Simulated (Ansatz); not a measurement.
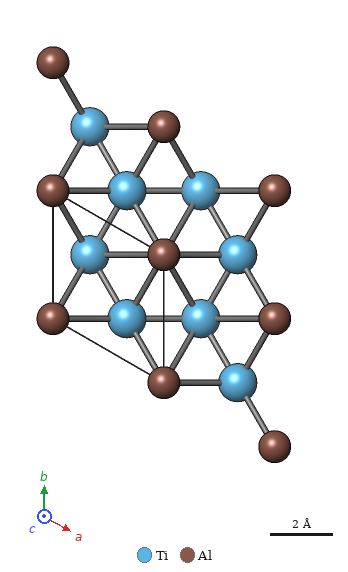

Starting structure of crystalline Ti₂Al (a generated structure, set up in P-3m1) (coarse preliminary run). A ball-and-stick model of the cell of the calculation, repeated 2 × 2 × 1 with one cell outlined, seen along the c axis.

Method: DFT PBE, scalar-relativistic, plane waves, PAW (Ansatz).

Input file:
```yaml
crystal:
  lattice:
    - [4.16211024, 0.0, 0.0]
    - [-2.08105512, 3.6044932, 0.0]
    - [0.0, 0.0, 2.89065637]
  atoms:
    - { symbol: Ti, position: [0.33333333, 0.66666667, 0.43000001] }
    - { symbol: Ti, position: [0.66666667, 0.33333333, 0.56999999] }
    - { symbol: Al, position: [0.0, 0.0, 0.0] }
basis:
  ecutwfc: 420
kpoints:
  mp_grid: { grid: [6, 6, 6] }
hamiltonian:
  xc: pbe
scf:
  occupations: { method: gaussian, width: 0.1 }
  lower_state_search: "off"
output:
  forces: true
  stress: true
  eigenvalues: true
relax:
  adjacent_minimum: "off"
  f_tol: 0.04
  max_steps: 70
  cell: { stress_tol: 0.4 }
```

Command:
```bash
ansatz run input.yaml --threads 1 --pin off --max-ram 2560MiB --backend cpu --events-out ev --progress --plain --runs-dir out
```

**Predict the outcome.**

After 5 accepted moves (7 points after the start) the energy has fallen by 0.770 eV per cell of the calculation. The largest force component goes from 0.63 to 0.00014 eV/Å. Pressure: 17.74 GPa at the start and 0.01 GPa at the end. The SCF was repeated twice at an unchanged geometry on a basis and grid sized afresh for the cell, which shifted the energy by 7.0 meV per cell of the calculation at most. The largest moves relative to the cell, 0.19 Å, are those of Ti1 and Ti2. Ti1 goes along +c. Al stays in place. Cell: a = b 4.162 → 4.543 Å (+9.2 %), c 2.891 → 2.729 Å (−5.6 %). Volume +12.5 %. Some distances before and after: Ti1–Al3 2.705 → 2.957 Å, Ti1–Ti2 2.437 → 2.623 Å, Ti1–Ti1 2.891 → 2.729 Å, Al3–Al3 2.891 → 2.729 Å. The space group (tolerance 0.01 Å) goes from P-3m1 (No. 164) to P6/mmm (No. 191). The run took 35 s on 1 thread of Intel(R) Xeon(R) Processor @ 2.50GHz (Skylake/Cascade Lake) (shared host), peak memory 0.38 GiB.

The structure at the end:

```
CELL_PARAMETERS angstrom
4.54304 0.00000 0.00000
-2.27152 3.93439 0.00000
0.00000 0.00000 2.72898
ATOMIC_POSITIONS crystal
Ti 0.33333 0.66667 0.49999
Ti 0.66667 0.33333 0.50001
Al 0.00000 0.00000 0.00000
```

After the run, drawn alike:

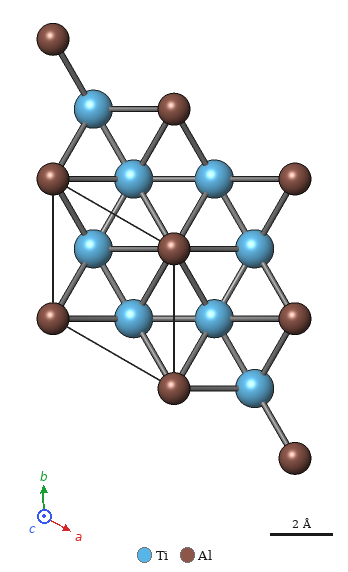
